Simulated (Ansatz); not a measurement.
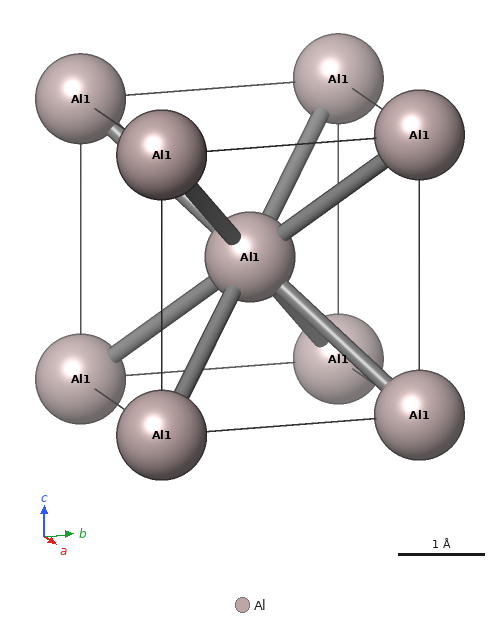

The input geometry of run A (ball-and-stick view of the cell 2 times as large as that of the calculation, set on its symmetry axes, seen slightly off an axis; atoms are numbered from 1 in the order of the input). An atom can appear more than once, as a periodic image.

**What a change does: single-point calculation on Al**

System: Al (1 atom in the cell).
Method of run A: DFT r2SCAN, scalar-relativistic, plane waves, PAW, no spin polarisation (Ansatz 0.2.0).

The structure derives from a Materials Project entry. Text and figures count atoms from 1; the logs count them from 0 in places.

The input, run A:
```yaml
crystal:
  lattice:
    - [-1.4987064611, 1.6900306901, 1.5943685756]
    - [1.4987064611, -1.6900306901, 1.5943685756]
    - [1.4987064611, 1.6900306901, -1.5943685756]
  atoms:
    - { symbol: Al, position: [0.0, 0.0, 0.0] }
basis:
  ecutwfc: 500
kpoints:
  mp_grid: { grid: [26, 26, 26] }
hamiltonian:
  xc: r2scan
scf:
  occupations: { method: gaussian, width: 0.15 }
output:
  forces: true
  stress: true
  eigenvalues: true
```

Launched with:
```bash
ansatz run input.yaml --threads 1 --pin off --max-ram 2560MiB --backend cpu --events-out ev --progress --plain --runs-dir out
```

Hardware: 1 thread of Arm Neoverse V1, 24 GiB of memory available, shared host.

Output, shortened to warnings, some set-up lines, iterations and results (run A):
```
Basis set: ecut = 500 eV, 399 PW (Γ), exchange–correlation on 96×96×96 points (64 copies of the dense FFT grid, shifted against one another)
Symmetry: 8 space group operations
k-points: 2471 of 17576
Initial density: superposition of atomic densities (neutral atoms: chi_scale 0, normalization atom), corrected by the library's trained network
[...]
SCF iter   1: F=—  HF=-540.306735 eV  |F-HF|=—  |Δ(HF+E_count)|=         —  Δρ=3.96e-3  dr2=2.82e-3  dr2_τ=4.38e-3  ethr=1.77e-3  ⟨swp⟩=4.6  Hψ=128028  notcnv=0
SCF iter   2: F=—  HF=-540.313402 eV  |F-HF|=—  |Δ(HF+E_count)|=   6.67e-3  Δρ=2.72e-3  dr2=1.31e-3  dr2_τ=2.62e-6  ethr=9.39e-5  ⟨swp⟩=2.1  Hψ=38459  notcnv=0  defer=50
SCF iter   3: F=—  HF=-540.313208 eV  |F-HF|=—  |Δ(HF+E_count)|=   1.94e-4  Δρ=1.43e-3  dr2=3.49e-4  dr2_τ=4.65e-7  ethr=4.36e-5  ⟨swp⟩=1.0  Hψ=13807  notcnv=0  defer=52
SCF iter   4: F=—  HF=-540.313166 eV  |F-HF|=—  |Δ(HF+E_count)|=   4.28e-5  Δρ=5.12e-4  dr2=4.39e-5  dr2_τ=3.57e-8  ethr=1.16e-5  ⟨swp⟩=1.0  Hψ=13807  notcnv=0  defer=52
SCF iter   5: F=—  HF=-540.313161 eV  |F-HF|=—  |Δ(HF+E_count)|=   4.42e-6  Δρ=1.03e-4  dr2=1.74e-6  dr2_τ=1.24e-9  ethr=1.46e-6  ⟨swp⟩=1.0  Hψ=13807  notcnv=0  defer=52
SCF iter   6: F=-540.313161 eV  HF=-540.313161 eV  |F-HF|=9.42e-10  |Δ(HF+E_count)|=   1.15e-7  Δρ=1.12e-5  dr2=2.02e-8  dr2_τ=1.58e-11  ethr=3.33e-9  ⟨swp⟩=4.5  Hψ=58982  …
SCF 1 converged in 6 iterations: F = -540.313161 eV  dr2 = 2.02e-8
SCF converged after 6 iterations
Free energy (F): -540.313161 eV
Harris-Foulkes:  -540.313161 eV  (|F-HF|=9.42e-10)
Internal energy: -540.308819 eV  (E = F + TS)
E sigma→0 (E₀):  -540.310990 eV
Entropy (-TS):   -0.004342 eV (-4.342 meV/atom)
Fermi energy:    8.204415 eV
--- Per-component energies (eV) ---
  E_band       = 10.318793
  E_kinetic    = 23.244426
  E_local      = 10.614540  (includes V_loc(G=0)·N_el)
  E_nonlocal   = 9.724287
  E_hartree    = 0.092409
  E_xc         = -36.802527
  E_vxc        = -31.290130  (∫ρ·V_xc dr)
  E_paw        = -473.095967  (= ΣΔE_a)
  E_vpaw       = -3.401276  (= ΣTr[D̂ρ^β])
  E_aug_tail   = -0.000001  (compensation charges beyond the density's cutoff)
  E_vtau       = 1.242119  (kinetic-family band-sum trace: ∫τ·v_τ [+ j·A + Jᵃ·Aᵃ] dr)
  E_ewald      = -74.025880
  E_core_change = -0.060108  (= ΣΔE_core)
  E_smearing   = -0.004342  (= −TS)
  E_closure    = 0.000000  (closes the sum)
  Σ components = -540.313161   (vs F -540.313161, Δ=0.00e0)
--- Forces (eV/Å), atoms counted from 1 ---
  atom   1  Al     0.00000000    -0.00000000     0.00000000
  max |Σ_I F_I| component: 9.63e-35 eV/Å
--- Stress (GPa, compression-positive) ---
       -1.257895      -0.000000      -0.000000
       -0.000000       2.576819       0.000000
       -0.000000       0.000000      -0.503279
  P = ⅓ Tr σ = 0.2719 GPa (2.719 kbar)
```

For run B the input was changed thus:
```diff
-    - [-1.4987064611, 1.6900306901, 1.5943685756]
-    - [1.4987064611, -1.6900306901, 1.5943685756]
-    - [1.4987064611, 1.6900306901, -1.5943685756]
+    - [-1.6063263399, 1.5824108113, 1.5943685756]
+    - [1.6063263399, -1.5824108113, 1.5943685756]
+    - [1.6063263399, 1.5824108113, -1.5943685756]
```

Predict how the results change.

With the same functional and potentials, run B lies 12.8 meV per atom higher. The pressure goes from 0.27 to −0.05 GPa. The volume per atom goes from 16.15 to 16.21 Å³. The number of SCF iterations is the same. The plane waves at Γ go from 399 to 389.

Output, shortened to warnings, some set-up lines, iterations and results (run B):
```
Basis set: ecut = 500 eV, 389 PW (Γ), exchange–correlation on 96×96×96 points (64 copies of the dense FFT grid, shifted against one another)
Symmetry: 8 space group operations
k-points: 2471 of 17576
Initial density: superposition of atomic densities (neutral atoms: chi_scale 0, normalization atom), corrected by the library's trained network
[...]
SCF iter   1: F=—  HF=-540.293964 eV  |F-HF|=—  |Δ(HF+E_count)|=         —  Δρ=4.09e-3  dr2=3.04e-3  dr2_τ=4.26e-3  ethr=1.77e-3  ⟨swp⟩=4.5  Hψ=128555  notcnv=0
SCF iter   2: F=—  HF=-540.300619 eV  |F-HF|=—  |Δ(HF+E_count)|=   6.65e-3  Δρ=2.79e-3  dr2=1.39e-3  dr2_τ=2.77e-6  ethr=1.01e-4  ⟨swp⟩=2.1  Hψ=38478  notcnv=0  defer=49
SCF iter   3: F=—  HF=-540.300390 eV  |F-HF|=—  |Δ(HF+E_count)|=   2.29e-4  Δρ=1.46e-3  dr2=3.63e-4  dr2_τ=4.74e-7  ethr=4.64e-5  ⟨swp⟩=1.0  Hψ=13819  notcnv=0  defer=49
SCF iter   4: F=—  HF=-540.300341 eV  |F-HF|=—  |Δ(HF+E_count)|=   4.89e-5  Δρ=5.17e-4  dr2=4.46e-5  dr2_τ=3.47e-8  ethr=1.21e-5  ⟨swp⟩=1.0  Hψ=13819  notcnv=0  defer=49
SCF iter   5: F=—  HF=-540.300336 eV  |F-HF|=—  |Δ(HF+E_count)|=   5.04e-6  Δρ=1.07e-4  dr2=1.86e-6  dr2_τ=1.23e-9  ethr=1.49e-6  ⟨swp⟩=1.0  Hψ=13819  notcnv=0  defer=49
SCF iter   6: F=-540.300336 eV  HF=-540.300336 eV  |F-HF|=2.02e-9  |Δ(HF+E_count)|=   1.51e-7  Δρ=1.19e-5  dr2=2.26e-8  dr2_τ=1.63e-11  ethr=3.33e-9  ⟨swp⟩=4.4  Hψ=58376  …
SCF 1 converged in 6 iterations: F = -540.300336 eV  dr2 = 2.26e-8
SCF converged after 6 iterations
Free energy (F): -540.300336 eV
Harris-Foulkes:  -540.300336 eV  (|F-HF|=2.02e-9)
Internal energy: -540.296043 eV  (E = F + TS)
E sigma→0 (E₀):  -540.298189 eV
Entropy (-TS):   -0.004293 eV (-4.293 meV/atom)
Fermi energy:    8.179398 eV
--- Per-component energies (eV) ---
  E_band       = 10.257383
  E_kinetic    = 23.165929
  E_local      = 10.604237  (includes V_loc(G=0)·N_el)
  E_nonlocal   = 9.722229
  E_hartree    = 0.082726
  E_xc         = -36.773084
  E_vxc        = -31.251825  (∫ρ·V_xc dr)
  E_paw        = -473.083862  (= ΣΔE_a)
  E_vpaw       = -3.391001  (= ΣTr[D̂ρ^β])
  E_aug_tail   = -0.000001  (compensation charges beyond the density's cutoff)
  E_vtau       = 1.242349  (kinetic-family band-sum trace: ∫τ·v_τ [+ j·A + Jᵃ·Aᵃ] dr)
  E_ewald      = -73.954110
  E_core_change = -0.060108  (= ΣΔE_core)
  E_smearing   = -0.004293  (= −TS)
  E_closure    = 0.000000  (closes the sum)
  Σ components = -540.300336   (vs F -540.300336, Δ=0.00e0)
--- Forces (eV/Å), atoms counted from 1 ---
  atom   1  Al     0.00000000     0.00000000     0.00000000
  max |Σ_I F_I| component: 0.00e0 eV/Å
--- Stress (GPa, compression-positive) ---
        0.210677       0.000000       0.000000
        0.000000      -0.270435       0.000000
        0.000000       0.000000      -0.075347
  P = ⅓ Tr σ = -0.0450 GPa (-0.450 kbar)
```

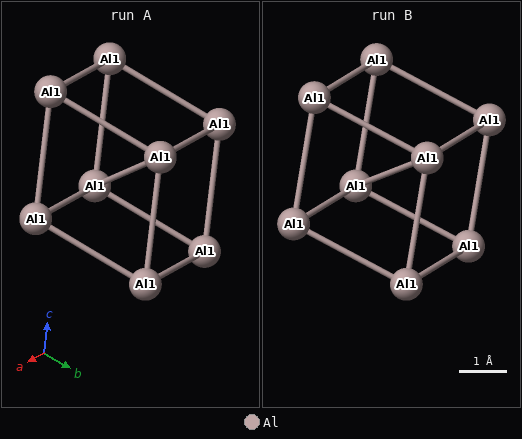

The two input geometries at one scale (ball-and-stick view of the cell of the calculation, seen slightly off an axis). No atom moves by more than 0.005 Å relative to the cell. Cell: a = b = c 2.765 → 2.762 Å (−0.1 %), α 114.4° → 108.9°, β 104.6° → 110.1°. Volume +0.4 %.

The two runs side by side:

| quantity | run A | run B |
| --- | --- | --- |
| outcome | converged | converged |
| free energy per atom (eV) | −540.3132 | −540.3003 |
| energy per atom, smearing taken to zero (eV) | −540.3110 | −540.2982 |
| gap on the mesh (eV) | 0.00 | 0.00 |
| pressure (GPa) | 0.27 | −0.05 |
| volume per atom (Å³) | 16.15 | 16.21 |
| largest force (eV/Å) | 0.000 | 0.000 |
| SCF iterations | 6 | 6 |
| irreducible k-points | 2471 | 2471 |
| plane waves at Γ | 399 | 389 |
| wall time (shared host) | 32 s | 34 s |
